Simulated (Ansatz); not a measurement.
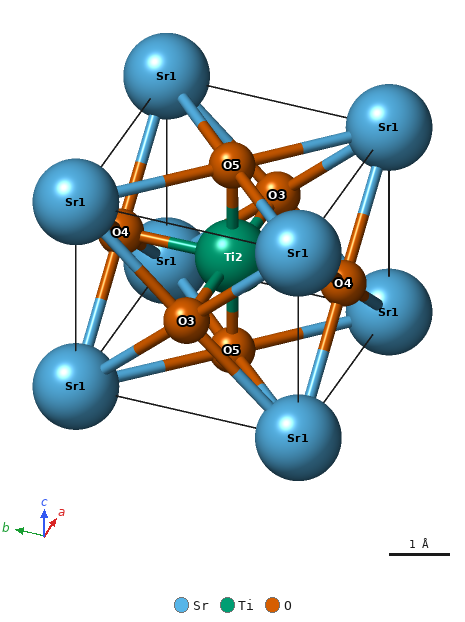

Figure 1. The input geometry (ball-and-stick view of the cell of the calculation, seen at an oblique angle; atoms are numbered from 1 in the order of the input). An atom can appear more than once, as a periodic image.

# SrTiO3: single-point calculation

- system: SrTiO3 (Pmm2, 5 atoms in the cell)
- method: DFT PBE, scalar-relativistic, plane waves, PAW, PAW set soft_1, no spin polarisation (Ansatz 0.2.0)

The structure derives from an entry of the Crystallography Open Database. Figures and captions count atoms from 1; the log counts them from 0 in places.

## Output
```
Engine: ansatz 0.2.0, aarch64-unknown-linux-gnu
Pseudopotentials: kind: paw
Pseudopotential: Sr, paw, valence charge 10, recommended cutoff 420 eV (normal), [file]
Pseudopotential: Ti, paw, valence charge 12, recommended cutoff 420 eV (normal), [file]
Pseudopotential: O, paw, valence charge 6, recommended cutoff 420 eV (normal), [file]
Functional definition: PBE
  parameter kappa = 0.804
  parameter beta = 0.06672455060314922
  exchange = pbe_x(kappa = kappa, mu = beta*pi^2/3)
  correlation = pbe_c(beta = beta)
Crystal: 5 atoms, lattice volume = 60.895 Å³
Basis set: ecut = 520 eV, 1653 PW (Γ), exchange–correlation on 60×60×60 points (8 copies of the dense FFT grid, shifted against one another)
Bands: 25, of which v1, the nominal top of the filled ones, is band 20 counted from 1 (19 counted from 0)
Symmetry: 4 space group operations
Space group: Pmm2 (ITA 25), of the structure as read, at distance tolerance 3.9e-5 Å
k-points: 125 of 512 (time reversal used)
Non-local potential: Sr, projectors of the file, l = 0: 3, l = 1: 2, l = 2: 2
Non-local potential: Ti, projectors of the file, l = 0: 3, l = 1: 2, l = 2: 3, l = 3: 1
Non-local potential: O, projectors of the file, l = 0: 2, l = 1: 2, l = 2: 1
PAW form: soft (Blöchl's): semilocal exchange-correlation on the pseudo side does not see the compensation charge
PAW one-centre angular grid: Sr, 110 points (default); XC on 64 Gauss nodes
PAW one-centre angular grid: Ti, 590 points (default); XC on 64 Gauss nodes
PAW one-centre angular grid: O, 110 points (default); XC on 64 Gauss nodes
Initial density: superposition of atomic densities (chi_scale 0.1, normalization cell, long waves kept (reshape's long-wave potential 0.00 eV rms))
Initial wavefunctions: pseudopotential atomic-orbital guess
Functional: x = pbe(κ = 0.804, μ = 0.2195149727645171), c = pbe(β = 0.06672455060314922)
SCF iter   1: F=—  HF=-7754.538510 eV  |F-HF|=—  |Δ(HF+E_count)|=         —  Δρ=5.01e-2  dr2=1.46e0  ethr=3.10e-3  ⟨swp⟩=8.0  Hψ=16611  notcnv=0
preconditioner: auto → Resta (q_TF=auto, 2.544 Å⁻¹)  ε∞=5.2  [insulator: Δε(μ)=2.091 eV  Ē_g=12.727 eV  σ=0.050 eV  W_gap=1.00  n_scr=18 (ndim 8)  ℏωp=26.1 eV  f_vac=0.000  D(μ)=0.00/eV (n_scr^D=0)  ε∞_Penn≈5.2]
SCF iter   2: F=—  HF=-7754.417681 eV  |F-HF|=—  |Δ(HF+E_count)|=   1.21e-1  Δρ=2.86e-2  dr2=5.56e-1  ethr=3.10e-3  ⟨swp⟩=2.1  Hψ=4638  notcnv=0  defer=125
SCF iter   3: F=—  HF=-7754.373610 eV  |F-HF|=—  |Δ(HF+E_count)|=   4.41e-2  Δρ=6.76e-3  dr2=1.44e-2  ethr=1.39e-3  ⟨swp⟩=2.4  Hψ=6035  notcnv=0  defer=125
SCF iter   4: F=—  HF=-7754.378593 eV  |F-HF|=—  |Δ(HF+E_count)|=   4.98e-3  Δρ=2.48e-3  dr2=2.58e-3  ethr=3.60e-5  ⟨swp⟩=2.2  Hψ=5182  notcnv=0  defer=125
SCF iter   5: F=—  HF=-7754.379778 eV  |F-HF|=—  |Δ(HF+E_count)|=   1.19e-3  Δρ=4.80e-4  dr2=1.41e-4  ethr=6.45e-6  ⟨swp⟩=2.4  Hψ=5151  notcnv=0  defer=125
SCF iter   6: F=—  HF=-7754.379929 eV  |F-HF|=—  |Δ(HF+E_count)|=   1.51e-4  Δρ=1.11e-4  dr2=9.06e-6  ethr=3.52e-7  ⟨swp⟩=2.0  Hψ=5017  notcnv=0  defer=125
SCF iter   7: F=—  HF=-7754.380017 eV  |F-HF|=—  |Δ(HF+E_count)|=   8.82e-5  Δρ=3.83e-5  dr2=8.50e-7  ethr=2.27e-8  ⟨swp⟩=2.0  Hψ=5614  notcnv=0  defer=125
SCF iter   8: F=-7754.380017 eV  HF=-7754.380017 eV  |F-HF|=2.86e-8  |Δ(HF+E_count)|=   2.03e-7  Δρ=1.25e-5  dr2=7.58e-8  ethr=2.50e-10  ⟨swp⟩=17.3  Hψ=28337  notcnv=0
SCF 1 converged in 8 iterations: F = -7754.380017 eV  dr2 = 7.58e-8
  Residual-converged pass: ⟨swp⟩=1.0  Hψ=3631  notcnv=0  max |occ|·‖R‖ = 7.1e-9 eV (tolerance 1.0e-8 eV)  dr2=7.58e-8  dr2_onsite=5.47e-9  max |Δocc| = 3.9e-149
  greatest PAW one-centre occupation: 0.999 electrons in one spin orbital (limit 2), on the Ti atom at site 1 (counted from 0), in its partial waves of l = 0
SCF converged after 8 iterations
Free energy (F): -7754.380017 eV
Harris-Foulkes:  -7754.380017 eV  (|F-HF|=2.86e-8)
Internal energy: -7754.380017 eV  (E = F + TS)
E sigma→0 (E₀):  -7754.380017 eV
Fermi energy:    10.563896 eV
--- Per-component energies (eV) ---
  E_band       = -218.448798
  E_kinetic    = 1020.035036
  E_local      = -2491.043893  (includes V_loc(G=0)·N_el)
  E_nonlocal   = 447.196863
  E_hartree    = 863.606809
  E_xc         = -509.859026
  E_vxc        = -579.949996  (∫ρ·V_xc dr)
  E_paw        = -4217.845634  (= ΣΔE_a)
  E_vpaw       = -341.897240  (= ΣTr[D̂ρ^β])
  E_aug_tail   = 0.000592  (compensation charges beyond the density's cutoff)
  E_ewald      = -2866.470764
  E_smearing   = -0.000000  (= −TS)
  E_closure    = -0.000000  (closes the sum)
  Σ components = -7754.380017   (vs F -7754.380017, Δ=0.00e0)
--- Forces (eV/Å), atoms counted from 1 ---
  atom   1  Sr     0.02217845     0.00000000     0.00000000
  atom   2  Ti     0.13464176     0.00000000     0.00000000
  atom   3  O     -0.08840096     0.00000000     0.00000000
  atom   4  O      0.00762593     0.00000000     0.00000000
  atom   5  O     -0.07605368     0.00000000     0.00000000
  max |Σ_I F_I| component: 8.50e-6 eV/Å
--- Stress (GPa, compression-positive) ---
       -4.047060       0.000000       0.000000
        0.000000      -4.183727       0.000000
        0.000000       0.000000      13.347779
  P = ⅓ Tr σ = 1.7057 GPa (17.057 kbar)
--- Band table (eV; the first three rows and the last of 125) ---
  k-point 0: bands = ["-46.8000", "-23.1283", "-23.1161", "-23.0398", "-23.0375", "-7.7894", "-6.8044", "-6.5661", "-5.1434", "-5.1419", "-5.0499", "6.7175", "6.7185", "7.1219", "8.4511", "8.4582", "8.6949", "9.2741", "9.2756", "9.3380", "11.4561", "11.5585", "11.5820", "13.6110", "14.0509"]
  k-point 1: bands = ["-46.7998", "-23.1666", "-23.0891", "-23.0390", "-23.0367", "-7.7145", "-6.8630", "-6.5577", "-5.1335", "-5.1321", "-4.9504", "6.7029", "6.7036", "6.8066", "8.1967", "8.1973", "8.5318", "8.8709", "9.1642", "9.1744", "11.4859", "11.9785", "11.9864", "13.6129", "14.4870"]
  k-point 2: bands = ["-46.7992", "-23.2183", "-23.0645", "-23.0371", "-23.0348", "-7.6329", "-6.8528", "-6.5373", "-5.1096", "-5.1083", "-4.7473", "6.0121", "6.6795", "6.6810", "7.6585", "7.6629", "8.0849", "8.1730", "9.0103", "9.0187", "11.5608", "12.8075", "12.8089", "13.6175", "15.2901"]
  k-point 124: bands = ["-46.7973", "-23.2218", "-23.0784", "-23.0760", "-23.0694", "-6.4774", "-6.3299", "-6.3232", "-5.4438", "-5.3197", "-5.3195", "4.8066", "5.5000", "5.7496", "5.7532", "5.9040", "6.3719", "9.5490", "9.6650", "9.6717", "13.7879", "14.2135", "14.2136", "16.3399", "16.5784"]
```

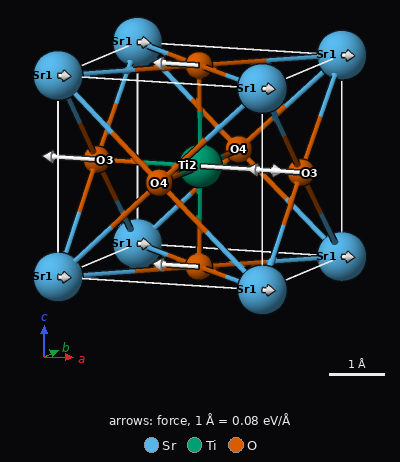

Figure 2. Forces on the atoms as white arrows (ball-and-stick view of the cell of the calculation, seen slightly off an axis; atoms are numbered from 1 in the order of the input); the smallest are left out. The largest act on Ti2 (0.13 eV/Å); O3 (0.09 eV/Å); O5 (0.08 eV/Å). The geometry is not a stationary point of this energy.

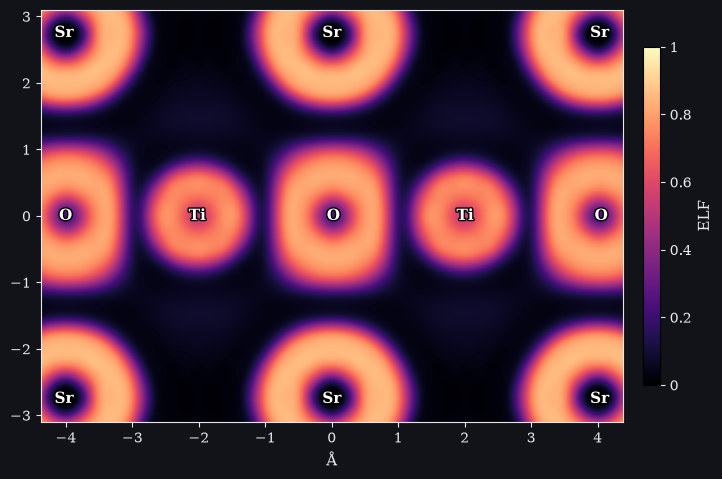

Figure 3. Electron localisation function on the (110) plane of the conventional cell. Atoms in the plane: Sr, Ti and O. Sr–O (2.75 Å): the ELF is about 0.05 at the midpoint (a contact without a shared pair). Ti–O (1.98 Å): the ELF is about 0.20 at the midpoint. Ti–O (2.05 Å): the ELF is about 0.15 at the midpoint. The strong features right at Sr and Ti lie inside the PAW spheres (semicore, d or f shells) and say nothing about bonding. In a PAW calculation such maps are meaningful between the atoms, not at the nuclei.

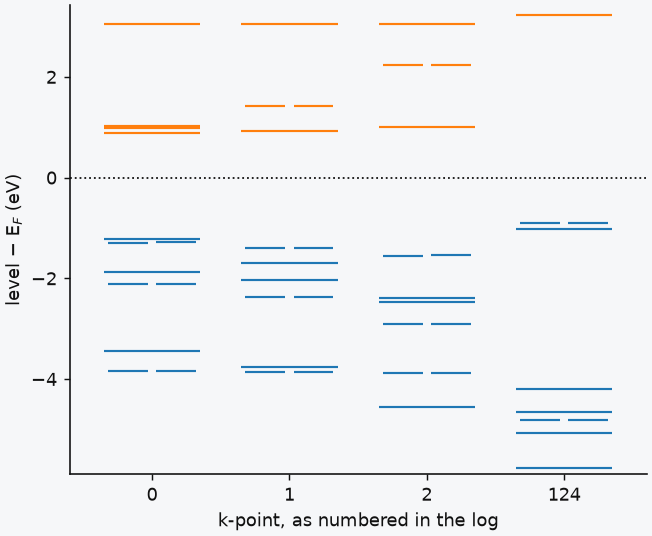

Figure 4. Kohn–Sham levels near the Fermi level (dotted) at the few k-points that the log prints; levels within 0.02 eV of each other stand side by side. Among these points the highest filled and lowest empty levels are 1.78 eV apart, which is the gap on the mesh.

This output came from the following input.

## Input file
```yaml
crystal:
  lattice:
    - [4.0283245985, 0.0, 0.0]
    - [0.0, 4.0283245985, 0.0]
    - [0.0, 0.0, 3.7525791173]
  atoms:
    - { symbol: Sr, position: [0.0006835254, 0.0, 0.0] }
    - { symbol: Ti, position: [0.5032269229, 0.5, 0.5] }
    - { symbol: O, position: [-0.0048775414, 0.5, 0.5] }
    - { symbol: O, position: [0.4957398015, 0.0, 0.5] }
    - { symbol: O, position: [0.4957398015, 0.5, 0.0] }
basis:
  ecutwfc: 520.0
kpoints:
  mp_grid: { grid: [8, 8, 8] }
hamiltonian:
  xc: pbe
  pseudopotentials: { kind: paw, azcp: { folder: soft_1 } }
scf:
  occupations: { method: gaussian, width: 0.05 }
output:
  forces: true
  stress: true
  eigenvalues: true
  write_density: true
  write_potential: true
  elf: true
  volumetric_format: npy
```

Run as:
```bash
ansatz run input.yaml --threads 2 --pin off --max-ram 4096MiB --backend cpu --events-out ev --progress --plain --runs-dir out
```

## Key numbers

- outcome: converged
- space group (tolerance 0.01 Å): Pmm2 (25)
- electrons treated: 40
- free energy: −7754.3800 eV
- Fermi energy: 10.564 eV
- gap on the k-point mesh: 1.78 eV
- pressure: 1.71 GPa
- largest force (length of the vector): 0.135 eV/Å
- hardware: 2 threads of Arm Neoverse N1, 98 GiB of memory available, shared host
- wall time: 34 s (CPU time 68 s)
- peak memory: 0.47 GiB
